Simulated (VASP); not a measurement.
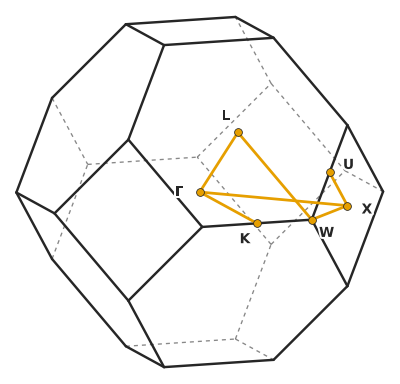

Crystal: AlN, a cell listed in the Materials Project, as set up for an electronic-structure calculation. The figure shows the first Brillouin zone with its special points and a band path. Symmetry computed with spglib at a tolerance of 0.002 Å; standard conventional cell.

Labels and path follow the convention of Hinuma et al. (2017), as computed by seekpath.

Name the Bravais lattice of the crystal.

Answer. A face-centred cubic lattice (cF; extended symbol cF2). The zone is a truncated octahedron in its combinatorial type: 14 faces (6 with 4 edges, 8 with 6 edges), 36 edges, 24 vertices.

Write the standard path through the labelled points.

Answer. Γ–X–U | K–Γ–L–W–X
